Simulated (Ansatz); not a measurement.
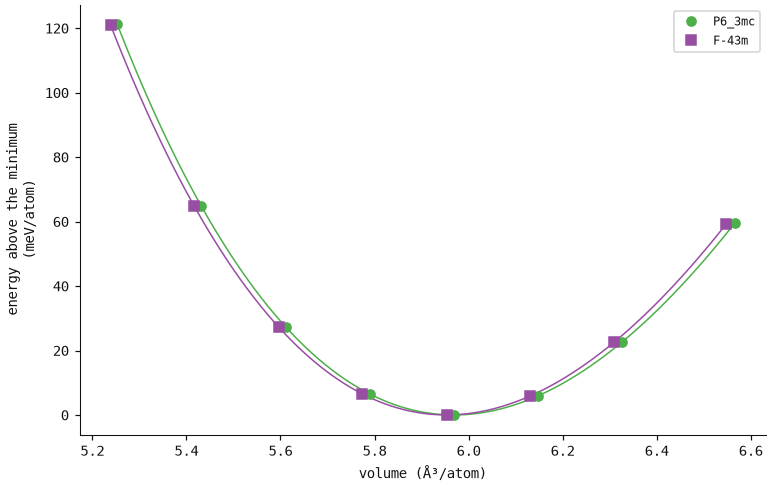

Method: third-order Birch-Murnaghan fit to density functional energies at scaled volumes of the given relaxed cell, shape and atoms relaxed at each volume; energies count from the fitted minimum; plane waves with PAW datasets, Γ-centred k mesh (Ansatz 0.2.0). Level: PBE, no spin polarisation.

- wave cutoff: 420 eV
- occupations: Gaussian
- smearing width: 0.02 eV

**Figure.** Energy above the minimum against volume, with one curve for each structure, for BN. Each energy curve has its own zero, so the curves don't rank the structures.

Settings that differ: P6_3mc: k mesh 12×12×6; F-43m: k mesh 12×12×12.

The fitted equilibrium volumes, smallest first, are F-43m 5.953, P6_3mc 5.969 Å³/atom. The fitted bulk moduli, smallest first, are P6_3mc 371, F-43m 371 GPa.
